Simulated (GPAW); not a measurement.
## KF (Fm-3m): refractive index against wavelength

The refractive index of KF (Fm-3m) below the direct gap (6.18 eV on the mesh) is read from one computed spectrum, n = √(Re ε).

Symmetry: Fm-3m, No. 225, cubic system. Conventional cell: a = 5.344 Å, b = 5.344 Å, c = 5.344 Å, α = 90.00°, β = 90.00°, γ = 90.00°. K on site a has 6 F at 2.67 Å as nearest neighbours. F on site b is surrounded by 6 K at 2.67 Å.

Method: GPAW 26.7.0, PBE, RPA, k-mesh 11×11×11, local fields up to 60 eV, Lorentzian half width 0.15 eV.

Launch of the response step: `OMP_NUM_THREADS=1 python df.py`. The run took 47 s, its band step included, on 1 thread of Arm Neoverse V2, with other jobs on the host.

| wavelength (nm) | photon energy E (eV) | n |
| --- | --- | --- |
| 700 | 1.771 | 1.3844 |
| 633 | 1.959 | 1.3859 |
| 532 | 2.331 | 1.3893 |
| 450 | 2.755 | 1.3942 |
| 405 | 3.061 | 1.3984 |
| 365 | 3.397 | 1.4039 |
| 308 | 4.025 | ? |

In the single-oscillator model n² − 1 = E₀E_d/(E₀² − E²), so 1/(n² − 1) = E₀/E_d − E²/(E₀E_d) is linear in E².

Working, on the rows shown:

| x = E² (eV²) | y = 1/(n² − 1) |
| --- | --- |
| 3.13716 | 1.09103 |
| 3.83641 | 1.08611 |
| 5.43137 | 1.07509 |
| 7.59115 | 1.05955 |
| 9.37179 | 1.04655 |
| 11.5384 | 1.02993 |

Means: x̄ = 6.8177, ȳ = 1.0647. Σ(x − x̄)(y − ȳ) = -0.3896, Σ(x − x̄)² = 53.76. Slope = -0.3896 / 53.76 = -0.007247; intercept = ȳ − slope · x̄ = 1.1141. Turned back into n, the line misses the rows shown by at most 0.00019.

Problem. Fill in the last column of the withheld row.

Solution. At x = 16.204 the line gives y = 0.99669, that is 1.4154. The run gave 1.4167, so the extrapolation is off by 0.0013, 4 % of the range in the table.

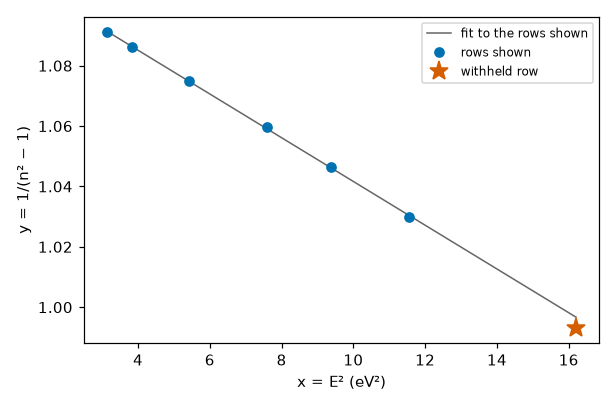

Refitted with all rows, the slope is -0.007476 and the intercept 1.1155. These give E₀ = √(intercept/−slope) = 12.22 eV and E_d = E₀/intercept = 11.0 eV; E₀ is 2.0 times the direct gap. The electronic limit at long wavelengths, without lattice vibrations, is n = √(1 + 1/intercept) = 1.377. Excitons are left out; PBE gaps are as a rule too small. The values come from a sum over the points of one k-mesh and carry its error, which grows as the direct gap shrinks. This version of GPAW has incomplete matrix elements in the optical limit, which can lower ε − 1 by up to a tenth where first-row anions or d states rule.
